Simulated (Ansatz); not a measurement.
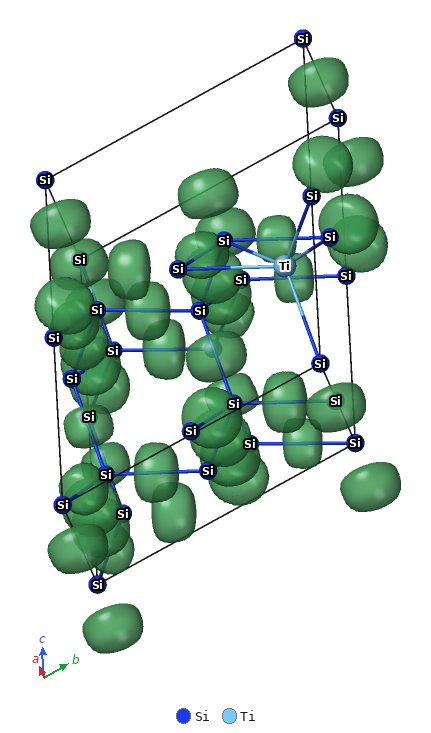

Figure. TiSi16 (cell with a defect). Isosurface of the ELF at 0.8 (green), seen at an oblique angle. Only the valence region is drawn (cores and ρ < 0.01 e/Å³ removed). Sticks mark near contacts.

Computed without spin polarisation; PAW files of the earlier set (soft_1).

These are results of Ansatz, DFT PBE, scalar-relativistic, plane waves, PAW, not measurements.

```
CELL_PARAMETERS angstrom
0.00000 5.43000 5.43000
5.43000 0.00000 5.43000
5.43000 5.43000 0.00000
ATOMIC_POSITIONS crystal
Si 0.99984 0.00003 0.00025
Si 0.12524 0.12431 0.13372
Si 0.00178 0.00072 0.51452
Si 0.12035 0.12102 0.63833
Si 0.99242 0.49751 0.01208
Si 0.12471 0.61687 0.13357
Si 0.00083 0.48354 0.51465
Si 0.12599 0.61779 0.63851
Si 0.49830 0.99134 0.01198
Si 0.61670 0.12426 0.13371
Si 0.48301 0.00063 0.51453
Si 0.61836 0.12487 0.63840
Si 0.49787 0.49747 0.01209
Si 0.62230 0.62121 0.13404
Si 0.49885 0.49793 0.50425
Si 0.61762 0.61771 0.63852
Ti 0.87077 0.87091 0.38752
```

> Describe the localisation domains.

At this value the surface marks out 32 regions between bonded Si–Si atoms, counted in one cell of 17 atoms. Any copies at cell faces, edges or corners count once. Profiles from the grid: Si–Si (2.27 Å): the ELF peaks at about 0.95 between the atoms. Ti–Si (2.43 Å): the ELF peaks at about 0.60 in the valence shell of Si, 0.9 Å from its nucleus, and is about 0.35 at the midpoint.
